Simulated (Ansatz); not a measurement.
Cell and atoms:

```cif
data_structure
_symmetry_space_group_name_H-M 'F m -3 m'
_symmetry_Int_Tables_number 225
_cell_length_a 6.2460
_cell_length_b 6.2460
_cell_length_c 6.2460
_cell_angle_alpha 90.000
_cell_angle_beta 90.000
_cell_angle_gamma 90.000
_cell_volume 243.67
loop_
_atom_site_label
_atom_site_type_symbol
_atom_site_symmetry_multiplicity
_atom_site_Wyckoff_symbol
_atom_site_fract_x
_atom_site_fract_y
_atom_site_fract_z
_atom_site_occupancy
Sn1 Sn 4 b 0.50000 0.00000 0.00000 1
Te1 Te 4 a 0.00000 0.00000 0.00000 1
```

**Characterise the structure given above.**

Chemical formula SnTe. It takes space group Fm-3m (No. 225) on a face-centred cubic lattice. Among the common structure types it is rock salt (NaCl type). Content of the cell: 4 Sn, 4 Te (Z = 4). The polyhedra are SnTe6 octahedra; they share corners and edges. Each Sn atom is coordinated by six Te in an octahedral arrangement at 3.12 Å. Te is linked to six Sn in an octahedral arrangement at 3.12 Å. The bonds build a three-dimensional framework.

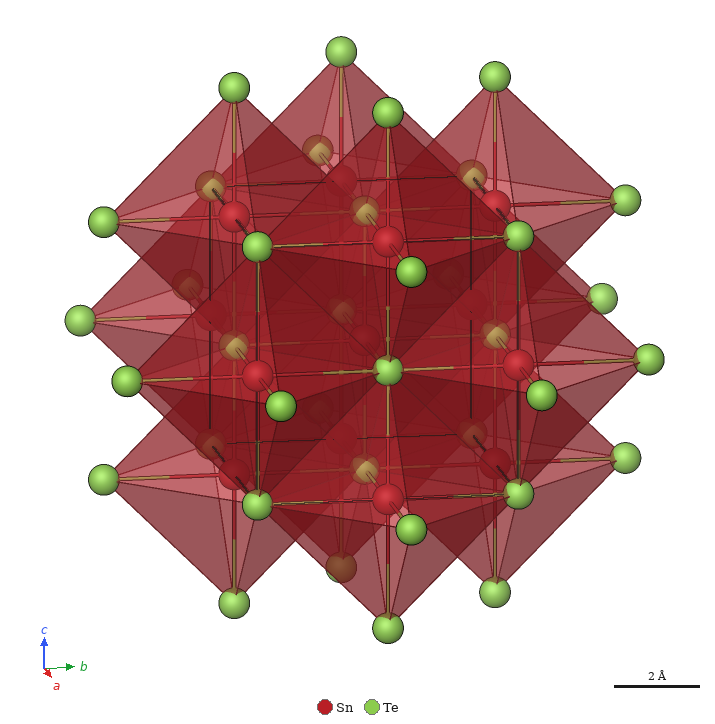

Crystal structure, polyhedral style, seen slightly off an axis. The conventional unit cell is drawn as a box. A few atoms beyond the faces are included.

The initial geometry was a structure type known for this compound. The cell was then strained or its atoms displaced on purpose. A calculation with Ansatz used it as input.
